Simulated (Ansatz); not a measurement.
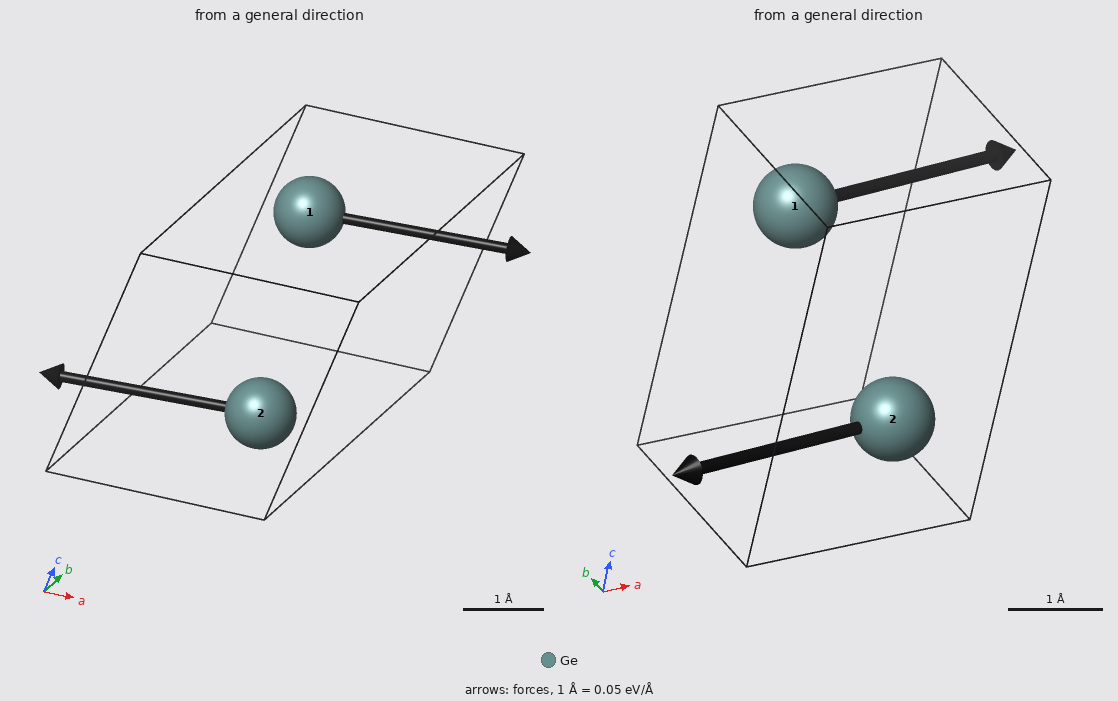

Spheres-only representation of a periodic structure, projected from two general directions. The lines enclose the cell (the run's own, in a reduced setting); boundary atoms appear with their images. The arrows are the computed forces on the atoms.

System: Ge. Electronic-structure method: Ansatz 0.2.0, DFT r2SCAN, scalar-relativistic, plane waves, PAW. Parameters: a kinetic-energy cutoff of 500 eV, k-points about 0.13 Å⁻¹ apart, Gaussian smearing of 0.15 eV, no spin polarisation.

Is the structure at a minimum of the energy?

Answer. No. The atoms still feel forces of up to about 0.12 eV/Å, above a usual threshold of 0.01 to 0.03 eV/Å.

Where is the maximum force, and how large is it?

Answer. Ge1 and Ge2, about 0.12 eV/Å.

Provenance: a structure listed in the Materials Project. The cell was then strained or its atoms displaced on purpose. It was run through Ansatz as a DFT input.
